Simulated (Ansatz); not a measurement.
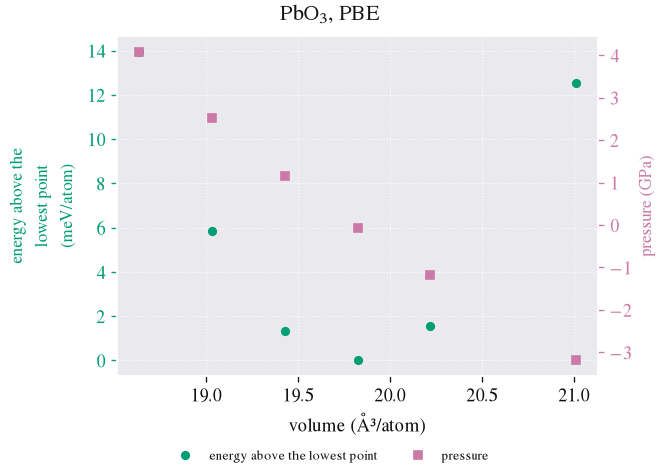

The plot gives the computed energy above the lowest point and pressure against volume for PbO₃, space group Pm-3m (No. 221) (one of a set of cubic test structures, which need not be the stable phase).

How it was computed, with Ansatz 0.2.0 development build: equation of state of a cubic crystal from periodic Kohn-Sham density functional theory without spin, third-order Birch-Murnaghan fit to the free energies; pressure corrected for the finite basis. Level: PBE, no spin-orbit coupling.

structure type ReO3; atoms in cell 4; space group number 221; lattice centring simple cubic; k mesh 9×9×9; occupation method Fermi–Dirac; occupation width 0.06123 eV; wave cutoff 700 eV; datasets hard PAW; density tolerance 1e−09 eV; bands 24; density cutoff ratio 4; search for lower states default.

The point at volume 20.62 Å³/atom is left out of the plot. What does the calculation give there?

| volume (Å³/atom) | energy above the lowest point (meV/atom) | pressure (GPa) |
| --- | --- | --- |
| 20.62 | 5.8 | −2.229 |

Limits of the calculation: cubic model structure, not the ambient form; modest k-mesh, values are not fully converged in k; no spin polarisation, a magnetic state may lie lower; no spin-orbit coupling with 6p elements.
